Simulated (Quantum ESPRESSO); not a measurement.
# AlN (F-43m): from the cell to the phonon bands, part 2 of 3

Wanted: phonon bands, density of states and zone-centre response of AlN (F-43m).

Quantum ESPRESSO 7.5; DFT LDA, scalar-relativistic, plane waves, PseudoDojo norm-conserving pseudopotentials.

So far. Step 2 (A probe with smearing): A gap of 3.3 eV opens on this mesh, so the crystal is taken as an insulator; the start stands at -4.8 GPa. Step 4 (Self-consistent run for the response): The cell stands at 0.012 GPa, close enough for phonons. The relaxed cell has a = 4.333 Å (conventional setting).

## Step 5: Linear response on the mesh

Linear response treats each wavevector in the unit cell, with no supercell; the 4×4×4 mesh fixes the range of the force constants to be had.

ph.in reads:

```
phonons
 &inputph
    prefix='x',
    outdir='./tmp',
    fildyn='x.dyn',
    tr2_ph=1.0d-18,
    epsil=.true.,
    ldisp=.true.,
    nq1=4,
    nq2=4,
    nq3=4,
 /
```

Launch:

```
OMP_NUM_THREADS=1 mpirun -n 4 ph.x -nk 4 -in ph.in > ph.out
```

Numbers of over 12 decimals in the logs are rounded to 6 here.

What it wrote:

```text
[banners, grids, parts of the stress and lines that vanish by symmetry left out]
[banner, memory and clock lines left out]
Program PHONON v.7.5

[...]
Exchange-correlation= PW
                           (   1   4   0   0   0   0   0)
[...]
(   8 q-points):
[...]
kinetic-energy cut-off    =      84.0000  Ry
     charge density cut-off    =     336.0000  Ry
     convergence threshold     =      1.0E-18
[...]
Exchange-correlation= PW
                           (   1   4   0   0   0   0   0)
[...]
q = (   0.0000000   0.0000000   0.0000000 )
     25 Sym.Ops. (with q -> -q+G )
     G cutoff =  570.6307  (  14211 G-vectors)     FFT grid: ( 36, 36, 36)
     number of k points=    29
[...]
Mode symmetry, T_d (-43m)  point group:
[...]
Dielectric constant
[...]
End of electric fields calculation
          Dielectric constant in cartesian axis
          (       4.500014775       0.000000000       0.000000000 )
          (       0.000000000       4.500014775       0.000000000 )
          (       0.000000000       0.000000000       4.500014775 )
          Effective charges (d Force / dE) in cartesian axis without acoustic sum rule applied (asr)
           atom    1  Al    Mean Z*:        2.52838
      Ex  (        2.52838       -0.00000        0.00000 )
      Ey  (       -0.00000        2.52838       -0.00000 )
      Ez  (        0.00000       -0.00000        2.52838 )
           atom    2  N     Mean Z*:       -2.53146
      Ex  (       -2.53146       -0.00000        0.00000 )
      Ey  (       -0.00000       -2.53146        0.00000 )
      Ez  (        0.00000        0.00000       -2.53146 )
          Effective charges Sum: Mean:       -0.00308
[...]
Effective charges (d Force / dE) in cartesian axis with asr applied:
           atom    1  Al    Mean Z*:        2.52992
[...]
atom    2  N     Mean Z*:       -2.52992
[...]
Representation #   1 modes #   1   2   3
[...]
End of self-consistent calculation
     Convergence has been achieved
     Representation #   2 modes #   4   5   6
[...]
End of self-consistent calculation
     Convergence has been achieved
[...]
Dielectric constant in cartesian axis
          (       4.500014775       0.000000000       0.000000000 )
          (       0.000000000       4.500014775       0.000000000 )
          (       0.000000000       0.000000000       4.500014775 )
          Effective charges (d Force / dE) in cartesian axis without acoustic sum rule applied (asr)
           atom    1  Al    Mean Z*:        2.52838
      Ex  (        2.52838       -0.00000        0.00000 )
      Ey  (       -0.00000        2.52838       -0.00000 )
      Ez  (        0.00000       -0.00000        2.52838 )
           atom    2  N     Mean Z*:       -2.53146
      Ex  (       -2.53146       -0.00000        0.00000 )
      Ey  (       -0.00000       -2.53146        0.00000 )
      Ez  (        0.00000        0.00000       -2.53146 )
          Effective charges Sum: Mean:       -0.00308
[...]
Effective charges (d Force / dE) in cartesian axis with asr applied:
           atom    1  Al    Mean Z*:        2.52992
[...]
atom    2  N     Mean Z*:       -2.52992
[...]
Effective charges (d P / du) in cartesian axis
[...]
q = (    0.000000000   0.000000000   0.000000000 )
[...]
freq (    1) =      -0.057336 [THz] =      -1.912519 [cm-1]
     freq (    2) =      -0.057336 [THz] =      -1.912519 [cm-1]
     freq (    3) =      -0.057336 [THz] =      -1.912519 [cm-1]
     freq (    4) =      20.070944 [THz] =     669.494635 [cm-1]
     freq (    5) =      20.070944 [THz] =     669.494635 [cm-1]
     freq (    6) =      20.070944 [THz] =     669.494635 [cm-1]
[...]
Mode symmetry, T_d (-43m)  point group:
     freq (   1-   3) =         -1.9  [cm-1]   --> T_2  G_15 P_4   I+R
     freq (   4-   6) =        669.5  [cm-1]   --> T_2  G_15 P_4   I+R
[...]
Mode symmetry, C_3v (3m)   point group:
[...]
Representation #   1 mode #   1
[...]
End of self-consistent calculation
     Convergence has been achieved
     Representation #   2 mode #   2
[...]
End of self-consistent calculation
     Convergence has been achieved
     Representation #   3 modes #   3   4
[...]
Convergence has been achieved
     Representation #   4 modes #   5   6
[...]
Convergence has been achieved
[...]
q = (   -0.250000000   0.250000000  -0.250000000 )
[...]
freq (    1) =       4.959241 [THz] =     165.422463 [cm-1]
     freq (    2) =       4.959241 [THz] =     165.422463 [cm-1]
     freq (    3) =      11.133171 [THz] =     371.362619 [cm-1]
     freq (    4) =      19.959409 [THz] =     665.774232 [cm-1]
     freq (    5) =      19.959409 [THz] =     665.774232 [cm-1]
     freq (    6) =      25.438419 [THz] =     848.534319 [cm-1]
[...]
Mode symmetry, C_3v (3m)   point group:
     freq (   1-   2) =        165.4  [cm-1]   --> E    L_3
     freq (   3-   3) =        371.4  [cm-1]   --> A_1  L_1
     freq (   4-   5) =        665.8  [cm-1]   --> E    L_3
     freq (   6-   6) =        848.5  [cm-1]   --> A_1  L_1
[...]
Mode symmetry, C_3v (3m)   point group:
[...]
Representation #   1 mode #   1
[...]
Convergence has been achieved
     Representation #   2 mode #   2
[...]
Convergence has been achieved
     Representation #   3 modes #   3   4
[...]
Convergence has been achieved
     Representation #   4 modes #   5   6
[...]
Convergence has been achieved
[...]
q = (    0.500000000  -0.500000000   0.500000000 )
[...]
freq (    1) =       6.851551 [THz] =     228.543150 [cm-1]
     freq (    2) =       6.851551 [THz] =     228.543150 [cm-1]
[...]
Mode symmetry, C_3v (3m)   point group:
     freq (   1-   2) =        228.5  [cm-1]   --> E    L_3
     freq (   3-   3) =        584.8  [cm-1]   --> A_1  L_1
     freq (   4-   5) =        660.6  [cm-1]   --> E    L_3
     freq (   6-   6) =        739.4  [cm-1]   --> A_1  L_1
[...]
Mode symmetry, C_2v (mm2)  point group:
[...]
Convergence has been achieved
[...]
Convergence has been achieved
[...]
Convergence has been achieved
[...]
Convergence has been achieved
[...]
q = (    0.000000000   0.500000000   0.000000000 )
[...]
Mode symmetry, C_2v (mm2)  point group:
     freq (   1-   1) =        249.7  [cm-1]   --> B_1  D_3  S_3
     freq (   2-   2) =        249.7  [cm-1]   --> B_2  D_4  S_4
     freq (   3-   3) =        352.2  [cm-1]   --> A_1  D_1  S_1
     freq (   4-   4) =        674.5  [cm-1]   --> B_1  D_3  S_3
     freq (   5-   5) =        674.5  [cm-1]   --> B_2  D_4  S_4
     freq (   6-   6) =        849.8  [cm-1]   --> A_1  D_1  S_1
[...]
Mode symmetry, C_s (m)     point group:
[...]
q = (    0.750000000  -0.250000000   0.750000000 )
[...]
Mode symmetry, C_s (m)     point group:
     freq (   1-   1) =        297.2  [cm-1]   --> A''
     freq (   2-   2) =        367.2  [cm-1]   --> A'
     freq (   3-   3) =        512.8  [cm-1]   --> A'
     freq (   4-   4) =        668.0  [cm-1]   --> A''
     freq (   5-   5) =        687.7  [cm-1]   --> A'
     freq (   6-   6) =        750.3  [cm-1]   --> A'
[...]
Mode symmetry, C_s (m)     point group:
[...]
q = (    0.500000000   0.000000000   0.500000000 )
[...]
Mode symmetry, C_s (m)     point group:
     freq (   1-   1) =        242.2  [cm-1]   --> A''
     freq (   2-   2) =        366.0  [cm-1]   --> A'
     freq (   3-   3) =        461.0  [cm-1]   --> A'
     freq (   4-   4) =        658.6  [cm-1]   --> A''
     freq (   5-   5) =        694.3  [cm-1]   --> A'
     freq (   6-   6) =        775.9  [cm-1]   --> A'
[...]
Mode symmetry, D_2d (-42m) point group:
[...]
Representation #   3 modes #   3   4
[...]
Convergence has been achieved
     Representation #   4 modes #   5   6
[...]
Convergence has been achieved
[...]
q = (    0.000000000  -1.000000000   0.000000000 )
[...]
freq (    5) =      20.239887 [THz] =     675.129951 [cm-1]
     freq (    6) =      21.672703 [THz] =     722.923561 [cm-1]
[...]
Mode symmetry, D_2d (-42m) point group:
     freq (   1-   2) =        341.0  [cm-1]   --> E    X_5  W_3
     freq (   3-   3) =        591.8  [cm-1]   --> B_2  X_3  W_2
     freq (   4-   5) =        675.1  [cm-1]   --> E    X_5  W_3
     freq (   6-   6) =        722.9  [cm-1]   --> A_1  X_1  W_1
[...]
Mode symmetry, S_4 (-4)    point group:
[...]
Convergence has been achieved
[...]
Convergence has been achieved
[...]
Convergence has been achieved
[...]
Convergence has been achieved
     Representation #   5 mode #   5
[...]
End of self-consistent calculation
     Convergence has been achieved
     Representation #   6 mode #   6
[...]
End of self-consistent calculation
     Convergence has been achieved
[...]
q = (   -0.500000000  -1.000000000   0.000000000 )
[...]
freq (    1) =      11.285735 [THz] =     376.451614 [cm-1]
     freq (    2) =      12.666795 [THz] =     422.518790 [cm-1]
     freq (    3) =      15.367545 [THz] =     512.606121 [cm-1]
     freq (    4) =      19.903670 [THz] =     663.914972 [cm-1]
     freq (    5) =      20.390486 [THz] =     680.153394 [cm-1]
     freq (    6) =      21.955595 [THz] =     732.359808 [cm-1]
[...]
Mode symmetry, S_4 (-4)    point group:
     freq (   1-   1) =        376.5  [cm-1]   --> B    W_3
     freq (   2-   2) =        422.5  [cm-1]   --> E    W_4
     freq (   3-   3) =        512.6  [cm-1]   --> E*   W_2
     freq (   4-   4) =        663.9  [cm-1]   --> A    W_1
     freq (   5-   5) =        680.2  [cm-1]   --> E    W_4
     freq (   6-   6) =        732.4  [cm-1]   --> B    W_3
```

Elapsed: 4.2 min, on 4 MPI ranks of AMD EPYC 9B45 (Zen 5), shared host.

This step gave:

```
miss of the charge sum rule                                        : 0.003080 e
largest acoustic frequency at the zone centre before the sum rule  : -1.91 cm⁻¹
highest optical zone-centre mode (no LO-TO term)                   : 669.5 cm⁻¹
lowest optical zone-centre mode                                    : 669.5 cm⁻¹
mean high-frequency dielectric constant                            : 4.5
largest Born charge in size (third of the trace)                   : 2.531 e
lowest mode on the q mesh (acoustic ones at the zone centre apart) : 165.4 cm⁻¹
```

Frequencies (cm⁻¹) at each irreducible wavevector; negative means imaginary. Frequencies by wavevector:

```tsv
q (fractions)	star	mode 1	mode 2	mode 3	mode 4	mode 5	mode 6
0 0 0	1	-1.91	-1.91	-1.91	669.5	669.5	669.5
0 0 0.25	8	165.4	165.4	371.4	665.8	665.8	848.5
0 0 -0.5	4	228.5	228.5	584.8	660.6	660.6	739.4
0 0.25 0.25	6	249.7	249.7	352.2	674.5	674.5	849.8
0 0.25 -0.5	24	297.2	367.2	512.8	668	687.7	750.3
0 0.25 -0.25	12	242.2	366	461	658.6	694.3	775.9
0 -0.5 -0.5	3	341	341	591.8	675.1	675.1	722.9
0.25 -0.5 -0.25	6	376.4	422.5	512.6	663.9	680.1	732.4
```

Born charge (rows field, columns displacement), before the sum rule (e), principal values of the symmetric part by kind of site:

```tsv
atom	atoms with these values	low	middle	high	mean
Al1	1	2.53	2.53	2.53	2.53
N2	1	-2.53	-2.53	-2.53	-2.53
```

In full for Al1:

```
2.53 0.00 0.00
0.00 2.53 0.00
0.00 0.00 2.53
```

High-frequency dielectric tensor:

```
4.50 0.00 0.00
0.00 4.50 0.00
0.00 0.00 4.50
```

The acoustic modes at Γ come out as far as 1.9 cm⁻¹ from zero, where they should vanish, a small numerical error; the Born charges miss their sum rule by 0.0031 e, which is good.

## Step 6: Fourier transform to real space

The dynamical matrices of the mesh are Fourier-transformed to force constants in real space, after the long-range dipole part is taken out.

q2r.in reads:

```
 &input
    fildyn='x.dyn',
    zasr='simple',
    flfrc='x.fc',
 /
```

Launch:

```
q2r.x < q2r.in > q2r.out
```

What it wrote:

```text
[banners, grids, parts of the stress and lines that vanish by symmetry left out]
[banner, memory and clock lines left out]
Program Q2R v.7.5

  reading grid info from file x.dyn0

  reading force constants from file x.dyn1
 macroscopic fields = T
   4.50001   0.00000   0.00000
   0.00000   4.50001   0.00000
[...]
na=            1
[...]
na=            2
[...]
-0.00000  -2.53146   0.00000
   0.00000   0.00000  -2.53146
  alpha Ewald:    1.698306
  nqs=            1
 q=   0.00000000  0.00000000  0.00000000
  reading force constants from file x.dyn2
  alpha Ewald:    1.698306
  nqs=            8
 q=  -0.25000000  0.25000000 -0.25000000
[...]
reading force constants from file x.dyn7
  alpha Ewald:    1.698306
  nqs=            3
[...]
reading force constants from file x.dyn8
  alpha Ewald:    1.698306
  nqs=            6
[...]
q=   0.00000000 -0.50000000 -1.00000000
 q=   0.00000000  0.50000000 -1.00000000

      q-space grid ok, #points =   64

      fft-check success (sum of imaginary terms < 10^-12)
```

Wall time 0.59 s (1 thread).

## Step 7: Interpolated phonon bands

From the force constants any wavevector is cheap; points of the mesh come back as solved, but for the sum rule and, in polar crystals, the LO-TO term at Γ; the rest is interpolation.

matdyn.in reads:

```
 &input
    asr='simple',
    flfrc='x.fc',
    flfrq='x.freq',
    flvec='x.modes',
    q_in_band_form=.true.,
    q_in_cryst_coord=.true.,
 /
8
  0.0000000   0.0000000   0.0000000  12  ! GAMMA
 -0.0000000   0.5000000   0.5000000  12  ! X
 -0.0000000   0.6250000   0.3750000   1  ! U
 -0.3750000   0.3750000   0.0000000  12  ! K
  0.0000000   0.0000000   0.0000000  12  ! GAMMA
  0.0000000   0.5000000   0.0000000  12  ! L
 -0.2500000   0.5000000   0.2500000  12  ! W
 -0.0000000   0.5000000   0.5000000   1  ! X
```

Launch:

```
matdyn.x -in matdyn.in > matdyn.out
```

What it wrote:

```text
[banner, memory and clock lines left out]
Program MATDYN v.7.5

 mass for atomic type   1 not given; uses mass from file x.fc
 mass for atomic type   2 not given; uses mass from file x.fc
```

It took 0.57 s on 1 thread.

Read from the output:

- lowest frequency on the path: 0 cm⁻¹

Matdyn.x, sum rule simple. Phonon branches along the path, in cm⁻¹:

```tsv
point	branch 1	branch 2	branch 3	branch 4	branch 5	branch 6
Γ	0	0	0	670	670	906
X	341	341	592	675	675	723
U	317	423	534	667	676	736
jump to K	317	423	534	667	676	736
Γ	0	0	0	670	670	906
L	229	229	585	661	661	739
W	376	422	513	664	680	732
X	341	341	592	675	675	723
```

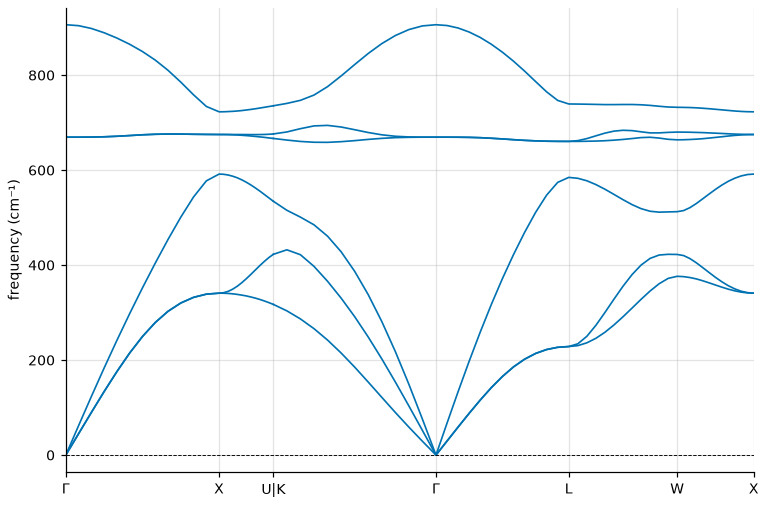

Phonon branches along the path.

All branches are real along the path.

## Step 8: Sums over the zone

Sums over the zone need many more wavevectors than were solved, so the interpolation is sampled on a dense mesh.

matdyn.in reads:

```
 &input
    asr='simple',
    flfrc='x.fc',
    dos=.true.,
    fldos='x.dos',
    nk1=18,
    nk2=18,
    nk3=18,
    deltaE=1.0,
 /
```

Launch:

```
matdyn.x -in matdyn.in > matdyn.out
```

What it wrote:

```text
[banner, memory and clock lines left out]
Program MATDYN v.7.5

 mass for atomic type   1 not given; uses mass from file x.fc
 mass for atomic type   2 not given; uses mass from file x.fc
```

It took 8.7 s on 1 thread.

Numbers from this step:

```yaml
share_of_modes_beyond_3i_cm_minus1_on_the_dense_interpolated_mesh: 0
zero_point_energy_per_atom: 98.67 meV
heat_capacity_at_300_k: 14.96 J/(mol atoms K)
vibrational_entropy_at_300_k: 10.05 J/(mol atoms K)
```

The phonon density of states has structure finer than the step of the table below, so its rows give means over 50 cm⁻¹, whole bins alone (the curve runs from 0 to 906 cm⁻¹). Peaks (cm⁻¹: height): total 336.0: 0.0130, 516.0: 0.0141, 672.0: 0.0812, 738.0: 0.0256; Al 336.0: 0.0102, 516.0: 0.0129, 672.0: 0.0207, 738.0: 0.00256; N 672.0: 0.0606, 738.0: 0.0231.

Tetrahedra. The phonon density of states by wavenumber; means over each step; values in 1/cm⁻¹/cell:

```tsv
wavenumber (cm⁻¹)	total	Al	N
50	1.6e-4	1.0e-4	5.5e-5
100	7.5e-4	5.0e-4	2.5e-4
150	0.00183	0.00124	5.9e-4
200	0.00408	0.00284	0.00124
250	0.00886	0.00638	0.00249
300	0.0109	0.00822	0.00266
350	0.0103	0.00816	0.00214
400	0.00709	0.00574	0.00135
450	0.00298	0.00225	7.3e-4
500	0.00788	0.00686	0.00102
550	0.00501	0.00465	3.6e-4
600	1.8e-4	1.7e-4	4.9e-6
650	0.0220	0.00568	0.0163
700	0.0178	0.00365	0.0141
750	0.0121	0.00139	0.0107
800	0.00458	0.00107	0.00351
850	0.00265	8.0e-4	0.00185
```

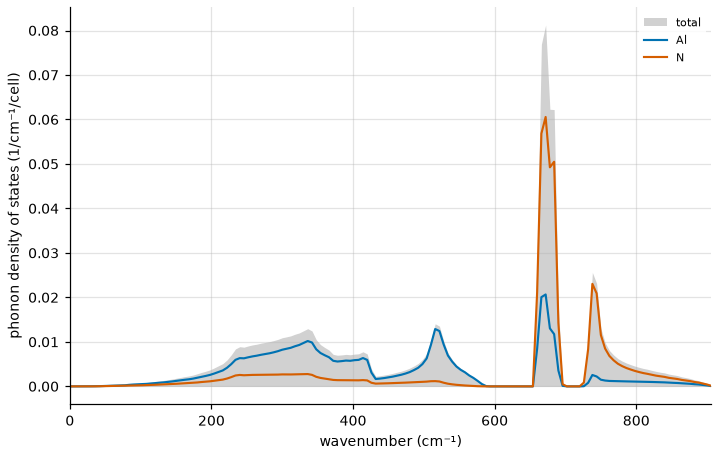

Phonon density of states, plotted against wavenumber.

Harmonic thermodynamic functions per atom, summed over the density of states scaled to three modes an atom; melting is ignored. Thermodynamic functions:

```tsv
T (K)	F_vib (meV/atom)	S (J/mol-atom/K)	C_V (J/mol-atom/K)
0	98.67	0	0
50	98.66	0.118	0.405
100	98.4	1.045	2.842
200	95.4	5.071	9.578
300	87.58	10.05	14.96
400	74.64	14.85	18.29
500	56.97	19.16	20.3
600	35.09	22.98	21.55
700	9.49	26.37	22.37
800	-19.44	29.39	22.93
900	-51.34	32.12	23.33
1000	-85.93	34.59	23.62
```

At 300 K the heat capacity has reached 60 % of the Dulong-Petit value.

## Step 9: Zone-centre analysis

A rigid shift of the crystal must cost nothing, but grids and finite bases break this; the acoustic sum rule is imposed before the matrix is diagonalised again. With Born charges the intensities follow, and the static dielectric tensor.

dynmat.in reads:

```
 &input
    fildyn='x.dyn1',
    asr='simple',
    fileig='dynmat.eig',
    lperm=.true.,
 /
```

Launch:

```
dynmat.x -in dynmat.in > dynmat.out
```

What it wrote:

```text
[banner, memory and clock lines left out]
Program DYNMAT v.7.5

     Reading Dynamical Matrix from file x.dyn1
     ...Force constants read
     ...epsilon and Z* read
     A direction for q was not specified:TO-LO splitting will be absent

     Polarizability (A^3 units)
     multiply by 0.461537 for Clausius-Mossotti correction
         5.664569    0.000000    0.000000
         0.000000    5.664569    0.000000
         0.000000    0.000000    5.664569

     IR activities are in (D/A)^2/amu units

# mode   [cm-1]    [THz]      IR
    1      0.00    0.0000    0.0000
    2      0.00    0.0000    0.0000
    3      0.00    0.0000    0.0000
    4    669.50   20.0711   16.0152
    5    669.50   20.0711   16.0152
    6    669.50   20.0711   16.0152

Electronic dielectric permittivity tensor (relative, adimensional)
         4.500015    0.000000    0.000000
         0.000000    4.500015    0.000000
         0.000000    0.000000    4.500015

 ... with zone-center polar mode contributions
         8.246959    0.000000    0.000000
         0.000000    8.246959    0.000000
         0.000000    0.000000    8.246959
```

Elapsed: 0.56 s, on 1 thread.

Read from the output:

```yaml
mean_static_dielectric_constant: 8.247
```

Unit eigenvectors of the mass-weighted matrix after the sum rule; no LO-TO term. Modes at Γ, with each element's share of the kinetic energy:

```tsv
mode	frequency (cm⁻¹)	symmetry	Al %	N %
1	0.0	acoustic	66	34
2	0.0	acoustic	66	34
3	0.0	acoustic	66	34
4	669.5	T2	34	66
5	669.5	T2	34	66
6	669.5	T2	34	66
```

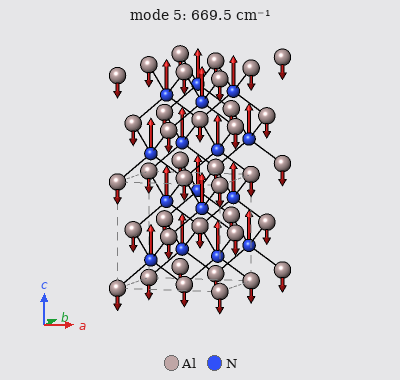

Displacement patterns of mode 5 at Γ; arrows are exaggerated. Bonds to atoms that aren't drawn are left out. 1×2×2 conventional cells are drawn. Some periodic images of atoms are drawn too.

Degenerate modes summed, no LO-TO term. Lines of the infrared spectrum (strongest = 100):

```tsv
position (cm⁻¹)	lines merged	label	IR intensity, relative
670	3	T2	100
```

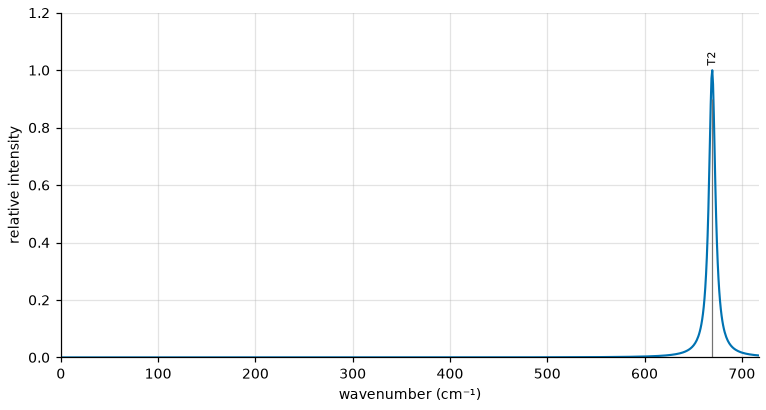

The infrared spectrum, broadened with Lorentzians of width 8 cm⁻¹; bars mark the lines.

Static dielectric tensor (ions relaxed, fixed cell):

```
8.25 0.00 0.00
0.00 8.25 0.00
0.00 0.00 8.25
```

The rule moves no optical mode by more than 0.1 cm⁻¹.

(Part 2 of 3 ends here.)

[Host names and launcher messages were left out of these logs when they were recorded.]

[Logs are printed without paths, hosts, clocks, repeated set-up lines and the standing remarks that a program may print on its own settings, such as how far it seeks lower states.]

[Hosts, paths, dates, database ids (printed as entryN), source tags and the programs' standing remarks are cut or masked in the printed files.]
